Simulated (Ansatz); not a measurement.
Given this structure:

```cif
data_structure
_symmetry_space_group_name_H-M 'P 1'
_symmetry_Int_Tables_number 1
_cell_length_a 3.9483
_cell_length_b 3.9483
_cell_length_c 16.3721
_cell_angle_alpha 90.000
_cell_angle_beta 90.000
_cell_angle_gamma 90.000
_cell_volume 255.23
loop_
_atom_site_label
_atom_site_type_symbol
_atom_site_fract_x
_atom_site_fract_y
_atom_site_fract_z
_atom_site_occupancy
Ti1 Ti 0.00000 0.00000 0.88161 1
Al1 Al 0.00000 0.00000 0.37492 1
Al2 Al 0.50000 0.00000 0.00000 1
Al3 Al 0.00000 0.50000 0.00000 1
Ti2 Ti 0.00000 0.00000 0.11839 1
Al4 Al 0.50000 0.50000 0.12508 1
Al5 Al 0.50000 0.00000 0.25000 1
Al6 Al 0.00000 0.50000 0.25000 1
Ti3 Ti 0.50000 0.50000 0.38161 1
Al7 Al 0.50000 0.50000 0.87492 1
Al8 Al 0.00000 0.50000 0.50000 1
Al9 Al 0.50000 0.00000 0.50000 1
Ti4 Ti 0.50000 0.50000 0.61839 1
Al10 Al 0.00000 0.00000 0.62508 1
Al11 Al 0.00000 0.50000 0.75000 1
Al12 Al 0.50000 0.00000 0.75000 1
```

Question: Before looking at a picture, describe the arrangement of atoms.

Answer: The compound is TiAl₃. The symmetry is that of I4/mmm (No. 139), on a body-centred tetragonal lattice. One cell contains 4 Ti, 12 Al, 16 atoms in all. Each Ti has twelve Al in a cuboctahedral arrangement at 2.77 to 2.92 Å. The coordination shell of Al holds eight Al and four Ti in a cuboctahedral arrangement (2.79 to 2.84 Å to Al, 2.77 to 2.92 Å to Ti). The bonds build a three-dimensional framework.

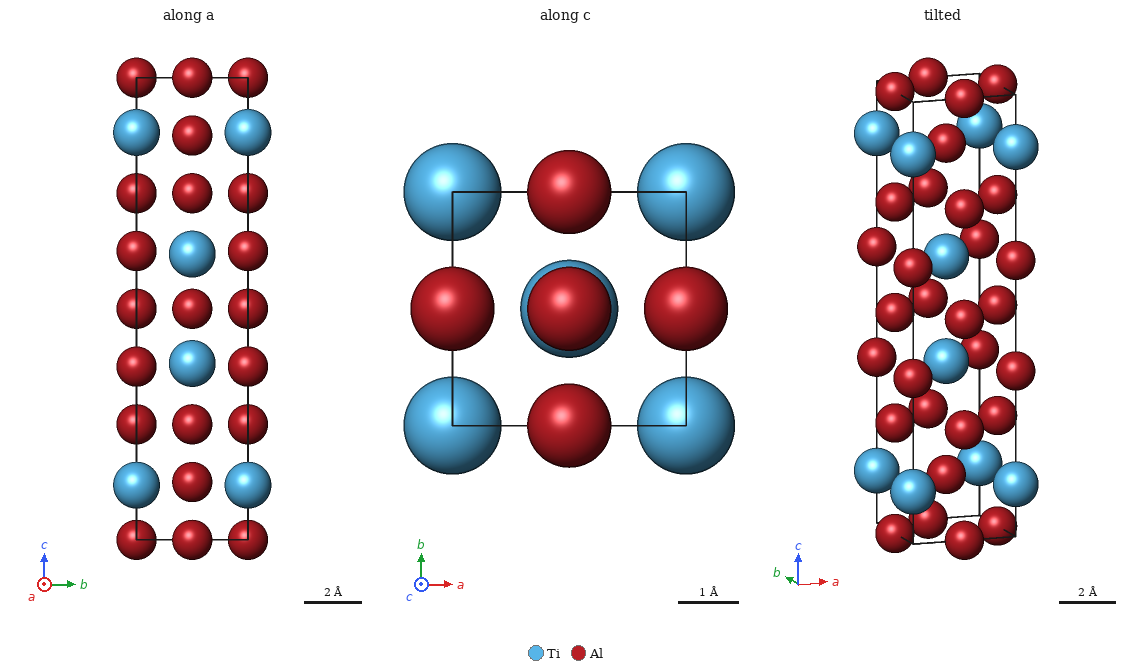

Spheres-only drawing of the structure, looking along the a axis, along the c axis and slightly off an axis. The edges of the conventional unit cell are marked.

The initial geometry was a structure listed in the Materials Project. Earlier steps of the study may have refined or changed the cell and positions. It went into a calculation with Ansatz.
